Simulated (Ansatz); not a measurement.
## Geometry relaxation, with input and output: Zn8S7 (part 1 of 3)

The run: geometry relaxation of Zn8S7 (defect cell, 15 atoms in the cell). Method and program: DFT PBE, scalar-relativistic, plane waves, PAW, no spin polarisation (Ansatz 0.2.0).

The structure derives from a Materials Project entry. It belongs to a series of runs on one base structure; here: S vacancy (site b), charge +0, atoms relaxed at the host's cell.

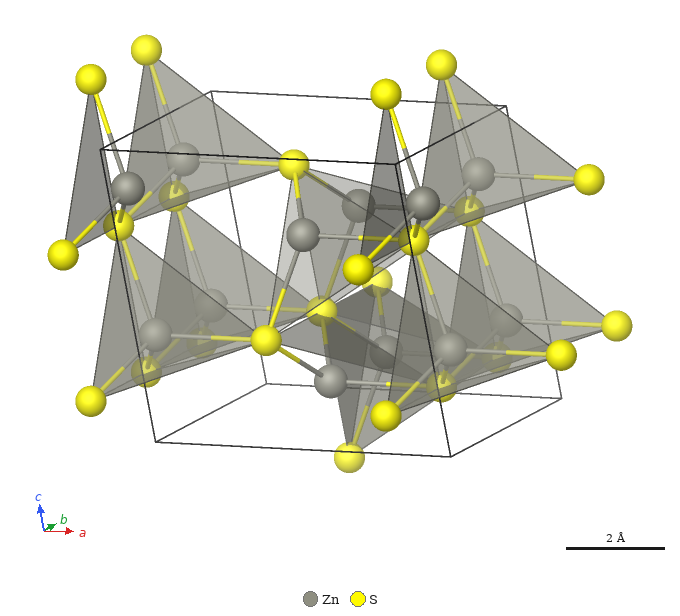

The structure as given in the input (polyhedral view of the cell of the calculation, seen slightly off an axis; polyhedra are completed across the faces of the cell). An atom can appear more than once, as a periodic image.

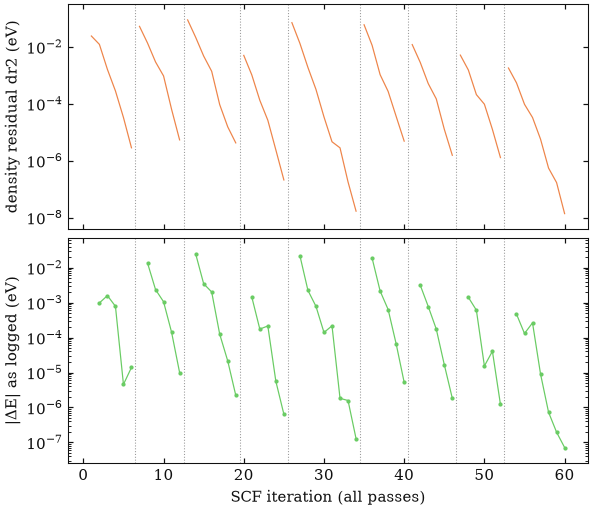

Convergence of the self-consistent field: density residual dr2 and size of the energy change against the SCF iteration. The dotted lines part the SCF passes of the relaxation: geometry steps, rejected trials and re-solves on a re-selected basis. The 9 passes take 6 to 9 iterations each, 60 in all.

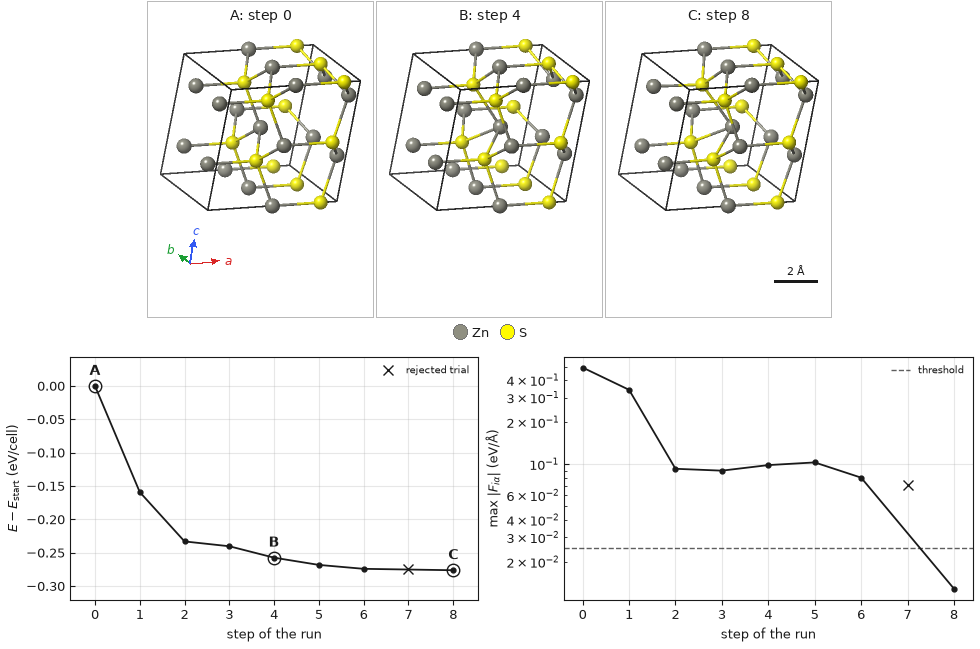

Frames of the relaxation (ball-and-stick view of the cell of the calculation (origin shifted), seen slightly off an axis) above the curves, on which the letters mark them (the first geometry is step 0 here and step 1 in the log).

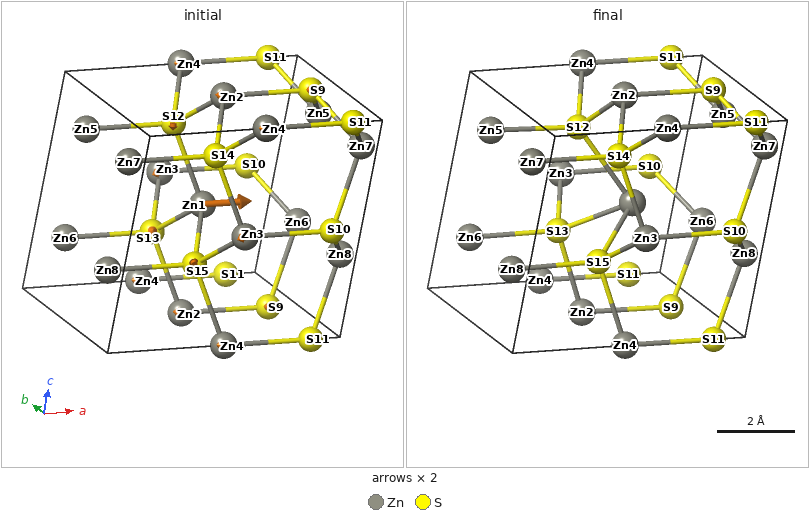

Before (left) and after (right) the relaxation, at one scale (ball-and-stick view of the cell of the calculation (origin shifted), seen slightly off an axis). The orange arrows give the displacements, magnified 2 times. Over 8 geometry steps the energy falls by 0.276 eV per cell of the calculation. The largest force component goes from 0.49 to 0.013 eV/Å. The line search rejected the trial step at point 7 (counted from 0) and went back. Zn1 moves most: 0.68 Å. By element the largest moves are Zn 0.68 Å, S 0.10 Å. The lattice vectors keep their values. Among the contacts that change: Zn1–S12 2.356 → 2.582 Å, Zn2–S9 2.361 → 2.408 Å, Zn5–S11 2.356 → 2.382 Å, Zn2–S14 2.356 → 2.372 Å. Among the angles that change: S12–Zn1–S13 109.3° → 90.6°, Zn1–S13–Zn6 109.6° → 126.6°, S12–Zn2–S13 109.3° → 116.8°. (Atoms are counted from 1 in the order of the input.)

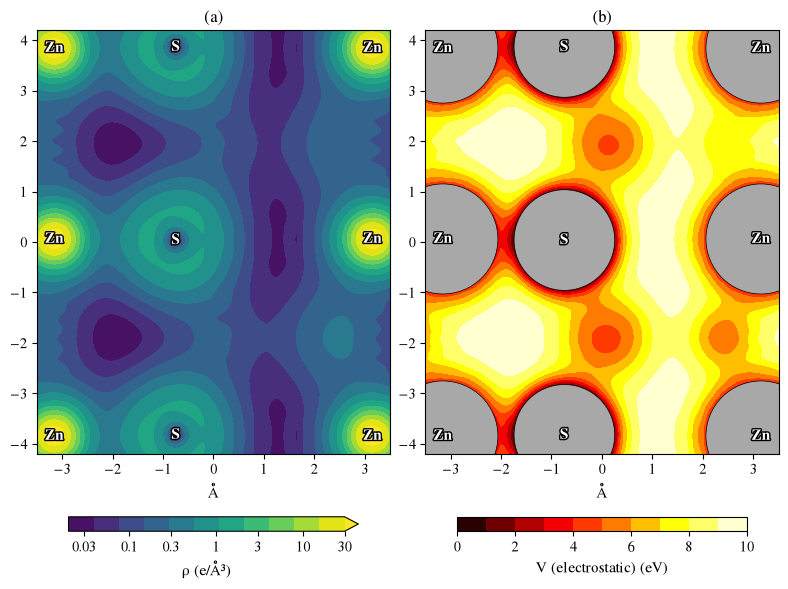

(a) valence electron density; (b) electrostatic potential energy of an electron on the (010) plane of the calculation cell. Grey discs, where drawn, cover atomic cores. Zn–S (2.41 Å): ρ at the midpoint is about 0.45 e/Å³, with its minimum of 0.39 e/Å³ about 1.1 Å from Zn. Away from the nuclei the density in this plane falls to 0.02 e/Å³ at its lowest. Outside the cores the potential energy rises away from the atoms and is highest about 2.2 Å from the nearest atoms; outside the discs it spans about 9 eV, and its zero is arbitrary. The fields are those of the smooth PAW valence density.

The input and output of the run follow.

Input
```yaml
crystal:
  lattice:
    - [0.0, 0.0, 6.3046430491]
    - [-3.8440669358, -6.6581192403, 0.0]
    - [7.6881338714, -1.0e-10, 0.0]
  atoms:
    - { symbol: Zn, position: [0.0002666737, 0.1666666667, 0.8333333333] }
    - { symbol: Zn, position: [0.0002666737, 0.1666666667, 0.3333333333] }
    - { symbol: Zn, position: [0.0002666737, 0.6666666667, 0.8333333333] }
    - { symbol: Zn, position: [0.0002666737, 0.6666666667, 0.3333333333] }
    - { symbol: Zn, position: [0.5002666737, 0.3333333333, 0.1666666667] }
    - { symbol: Zn, position: [0.5002666737, 0.3333333333, 0.6666666667] }
    - { symbol: Zn, position: [0.5002666737, 0.8333333333, 0.1666666667] }
    - { symbol: Zn, position: [0.5002666737, 0.8333333333, 0.6666666667] }
    - { symbol: S, position: [0.3747333263, 0.1666666667, 0.3333333333] }
    - { symbol: S, position: [0.3747333263, 0.6666666667, 0.8333333333] }
    - { symbol: S, position: [0.3747333263, 0.6666666667, 0.3333333333] }
    - { symbol: S, position: [0.8747333263, 0.3333333333, 0.1666666667] }
    - { symbol: S, position: [0.8747333263, 0.3333333333, 0.6666666667] }
    - { symbol: S, position: [0.8747333263, 0.8333333333, 0.1666666667] }
    - { symbol: S, position: [0.8747333263, 0.8333333333, 0.6666666667] }
  host:
    lattice:
      - [3.8440669357, 0.0, 0.0]
      - [-1.9220334678, 3.3290596202, 0.0]
      - [0.0, 0.0, 6.3046430491]
    atoms:
      - { symbol: Zn, position: [0.3333333333, 0.6666666667, 0.0002666737] }
      - { symbol: Zn, position: [0.6666666667, 0.3333333333, 0.5002666737] }
      - { symbol: S, position: [0.3333333333, 0.6666666667, 0.3747333263] }
      - { symbol: S, position: [0.6666666667, 0.3333333333, 0.8747333263] }
basis:
  ecutwfc: 420
  xc_grid: 2
kpoints:
  mp_grid: { grid: [2, 2, 2], shift: [0.0, 0.0, 0.0] }
hamiltonian:
  xc: pbe
scf:
  occupations: { method: gaussian, width: 0.01 }
output:
  forces: true
  stress: false
  eigenvalues: true
  charged_corrections:
    defect_position: [0.37473333, 0.16666667, 0.83333333]
    epsilon: [[9.0008, 0.0, 0.0], [0.0, 9.0008, 0.0], [0.0, 0.0, 9.6061]]
  write_density: true
  write_potential: true
  elf: true
  volumetric_format: npy
relax:
  adjacent_minimum: "off"
  f_tol: 0.025
  max_steps: 45
```

Run as:
```bash
ansatz run input.yaml --threads 4 --pin off --max-ram 10240MiB --backend cpu --events-out ev --progress --plain --runs-dir out
```

Output
```
Engine: ansatz 0.2.0, aarch64-unknown-linux-gnu
Pseudopotentials: kind: paw
Pseudopotential: Zn, paw, valence charge 12, recommended cutoff 420 eV (normal), Zn.paw.azcp
Pseudopotential: S, paw, valence charge 6, recommended cutoff 420 eV (normal), S.paw.azcp
Functional definition: PBE
  parameter kappa = 0.804
  parameter beta = 0.06672455060314922
  exchange = pbe_x(kappa = kappa, mu = beta*pi^2/3)
  correlation = pbe_c(beta = beta)
Crystal: 15 atoms, lattice volume = 322.725 Å³
Basis set: ecut = 420 eV, 6315 PW (Γ), exchange–correlation on 90×108×108 points (8 copies of the dense FFT grid, shifted against one another)
Bands: 84, of which v1, the nominal top of the filled ones, is band 69 counted from 1 (68 counted from 0)
Symmetry: 6 space group operations
Space group: P3m1 (ITA 156), of the structure as read, at distance tolerance 6.9e-5 Å
k-points: 4 of 8
Non-local potential: Zn, projectors of the file, l = 0: 2, l = 1: 2, l = 2: 3, l = 3: 1
Non-local potential: S, projectors of the file, l = 0: 2, l = 1: 2, l = 2: 2
PAW form: soft (Blöchl's): semilocal exchange-correlation on the pseudo side does not see the compensation charge
PAW one-centre angular grid: Zn, 590 points (default); XC on 64 Gauss nodes
PAW one-centre angular grid: S, 110 points (default); XC on 64 Gauss nodes
Initial density: superposition of atomic densities (neutral atoms: chi_scale 0, normalization atom), corrected by the library's trained network
Initial wavefunctions: pseudopotential atomic-orbital guess
Functional: x = pbe(κ = 0.804, μ = 0.2195149727645171), c = pbe(β = 0.06672455060314922)
SCF iter   1: F=—  HF=-32875.558291 eV  |F-HF|=—  |Δ(HF+E_count)|=         —  Δρ=2.01e-3  dr2=2.40e-2  ethr=1.77e-3  ⟨swp⟩=6.8  Hψ=1419  notcnv=0  defer=14
preconditioner: auto → Resta (q_TF=auto, 2.368 Å⁻¹)  ε∞=6.7  [insulator: Δε(μ)=0.818 eV  Ē_g=10.183 eV  σ=0.010 eV  W_gap=1.00  n_scr=70 (ndim 8)  ℏωp=24.3 eV  f_vac=0.037  D(μ)=0.00/eV (n_scr^D=0)  ε∞_Penn≈6.7]
SCF iter   2: F=—  HF=-32875.557310 eV  |F-HF|=—  |Δ(HF+E_count)|=   9.81e-4  Δρ=1.32e-3  dr2=1.22e-2  ethr=1.74e-5  ⟨swp⟩=2.0  Hψ=557  notcnv=0  defer=31
SCF iter   3: F=—  HF=-32875.555721 eV  |F-HF|=—  |Δ(HF+E_count)|=   1.59e-3  Δρ=7.81e-4  dr2=1.61e-3  ethr=8.85e-6  ⟨swp⟩=3.0  Hψ=582  notcnv=0  defer=31
SCF iter   4: F=—  HF=-32875.554934 eV  |F-HF|=—  |Δ(HF+E_count)|=   7.87e-4  Δρ=2.74e-4  dr2=2.82e-4  ethr=1.17e-6  ⟨swp⟩=2.0  Hψ=582  notcnv=0  defer=31
SCF iter   5: F=—  HF=-32875.554930 eV  |F-HF|=—  |Δ(HF+E_count)|=   4.57e-6  Δρ=9.36e-5  dr2=3.28e-5  ethr=2.04e-7  ⟨swp⟩=2.0  Hψ=553  notcnv=0  defer=31
SCF iter   6: F=-32875.554943 eV  HF=-32875.554944 eV  |F-HF|=3.87e-7  |Δ(HF+E_count)|=   1.40e-5  Δρ=2.56e-5  dr2=2.82e-6  ethr=1.13e-8  ⟨swp⟩=18.2  Hψ=3676  notcnv=0
SCF 1 converged in 6 iterations: F = -32875.554943 eV  dr2 = 2.82e-6
  greatest PAW one-centre occupation: 0.984 electrons in one spin orbital (limit 2), on the Zn atom at site 0 (counted from 0), in its partial waves of l = 2
relax step   1: F+E_penalty+E_count = -32875.55494324 eV  Δ(F+E_penalty+E_count) = +0.000e0 eV  max|allowed force component| = 4.926e-1 eV/Å  Δτ_max = 0.0000 Å  (6 SCF iters, dr2 threshold 1.56e-5 eV, accepted)
Initial density: handed on by an earlier stage of this run
Initial wavefunctions: those handed on with the density
iter 1 solved again at ethr=3.79e-5 eV; its pass at ethr=3.10e-3 eV (dr2=5.23e-2 eV) is discarded
SCF iter   1: F=—  HF=-32875.731213 eV  |F-HF|=—  |Δ(HF+E_count)|=         —  Δρ=5.69e-3  dr2=5.24e-2  ethr=3.79e-5  ⟨swp⟩=2.0  Hψ=1219  notcnv=0  defer=31
preconditioner: auto → Resta (q_TF=auto, 2.368 Å⁻¹)  ε∞=6.7  [insulator: Δε(μ)=0.958 eV  Ē_g=10.156 eV  σ=0.010 eV  W_gap=1.00  n_scr=70 (ndim 8)  ℏωp=24.3 eV  f_vac=0.038  D(μ)=0.00/eV (n_scr^D=0)  ε∞_Penn≈6.7]
SCF iter   2: F=—  HF=-32875.717576 eV  |F-HF|=—  |Δ(HF+E_count)|=   1.36e-2  Δρ=2.72e-3  dr2=1.36e-2  ethr=3.79e-5  ⟨swp⟩=2.0  Hψ=497  notcnv=0  defer=31
SCF iter   3: F=—  HF=-32875.715211 eV  |F-HF|=—  |Δ(HF+E_count)|=   2.36e-3  Δρ=1.02e-3  dr2=2.94e-3  ethr=9.85e-6  ⟨swp⟩=2.5  Hψ=585  notcnv=0  defer=31
SCF iter   4: F=—  HF=-32875.714150 eV  |F-HF|=—  |Δ(HF+E_count)|=   1.06e-3  Δρ=3.24e-4  dr2=9.47e-4  ethr=2.13e-6  ⟨swp⟩=2.0  Hψ=582  notcnv=0  defer=31
SCF iter   5: F=—  HF=-32875.714008 eV  |F-HF|=—  |Δ(HF+E_count)|=   1.42e-4  Δρ=8.36e-5  dr2=6.35e-5  ethr=6.86e-7  ⟨swp⟩=2.2  Hψ=489  notcnv=0  defer=31
SCF iter   6: F=-32875.714018 eV  HF=-32875.714018 eV  |F-HF|=1.66e-7  |Δ(HF+E_count)|=   9.97e-6  Δρ=3.50e-5  dr2=5.35e-6  ethr=1.10e-8  ⟨swp⟩=16.2  Hψ=3526  notcnv=0
SCF 2 converged in 6 iterations: F = -32875.714018 eV  dr2 = 5.35e-6
  greatest PAW one-centre occupation: 0.985 electrons in one spin orbital (limit 2), on the Zn atom at site 0 (counted from 0), in its partial waves of l = 2
relax step   2: F+E_penalty+E_count = -32875.71401769 eV  Δ(F+E_penalty+E_count) = -1.591e-1 eV  max|allowed force component| = 3.413e-1 eV/Å  Δτ_max = 0.1163 Å  (6 SCF iters, dr2 threshold 1.52e-5 eV, accepted)
SCF iter   1: F=—  HF=-32875.818536 eV  |F-HF|=—  |Δ(HF+E_count)|=         —  Δρ=7.45e-3  dr2=8.85e-2  ethr=6.18e-4  ⟨swp⟩=5.0  Hψ=975  notcnv=0  defer=26
preconditioner: auto → Resta (q_TF=auto, 2.368 Å⁻¹)  ε∞=6.8  [insulator: Δε(μ)=1.149 eV  Ē_g=10.093 eV  σ=0.010 eV  W_gap=1.00  n_scr=70 (ndim 8)  ℏωp=24.3 eV  f_vac=0.037  D(μ)=0.00/eV (n_scr^D=0)  ε∞_Penn≈6.8]
SCF iter   2: F=—  HF=-32875.793495 eV  |F-HF|=—  |Δ(HF+E_count)|=   2.50e-2  Δρ=3.47e-3  dr2=2.17e-2  ethr=6.41e-5  ⟨swp⟩=2.2  Hψ=617  notcnv=0  defer=31
SCF iter   3: F=—  HF=-32875.790029 eV  |F-HF|=—  |Δ(HF+E_count)|=   3.47e-3  Δρ=1.36e-3  dr2=4.74e-3  ethr=1.57e-5  ⟨swp⟩=2.8  Hψ=590  notcnv=0  defer=31
SCF iter   4: F=—  HF=-32875.788008 eV  |F-HF|=—  |Δ(HF+E_count)|=   2.02e-3  Δρ=4.05e-4  dr2=1.38e-3  ethr=3.43e-6  ⟨swp⟩=2.0  Hψ=582  notcnv=0  defer=31
SCF iter   5: F=—  HF=-32875.787883 eV  |F-HF|=—  |Δ(HF+E_count)|=   1.25e-4  Δρ=9.89e-5  dr2=9.28e-5  ethr=9.99e-7  ⟨swp⟩=2.0  Hψ=490  notcnv=0  defer=31
SCF iter   6: F=—  HF=-32875.787905 eV  |F-HF|=—  |Δ(HF+E_count)|=   2.15e-5  Δρ=7.76e-5  dr2=1.54e-5  ethr=6.73e-8  ⟨swp⟩=2.0  Hψ=553  notcnv=0  defer=31
SCF iter   7: F=-32875.787899 eV  HF=-32875.787903 eV  |F-HF|=3.65e-6  |Δ(HF+E_count)|=   2.24e-6  Δρ=4.14e-5  dr2=4.20e-6  ethr=5.27e-9  ⟨swp⟩=16.5  Hψ=3386  notcnv=0
SCF 3 converged in 7 iterations: F = -32875.787899 eV  dr2 = 4.20e-6
  greatest PAW one-centre occupation: 0.985 electrons in one spin orbital (limit 2), on the Zn atom at site 7 (counted from 0), in its partial waves of l = 2
relax step   3: F+E_penalty+E_count = -32875.78789886 eV  Δ(F+E_penalty+E_count) = -7.388e-2 eV  max|allowed force component| = 9.287e-2 eV/Å  Δτ_max = 0.1950 Å  (7 SCF iters, dr2 threshold 7.28e-6 eV, accepted)
```
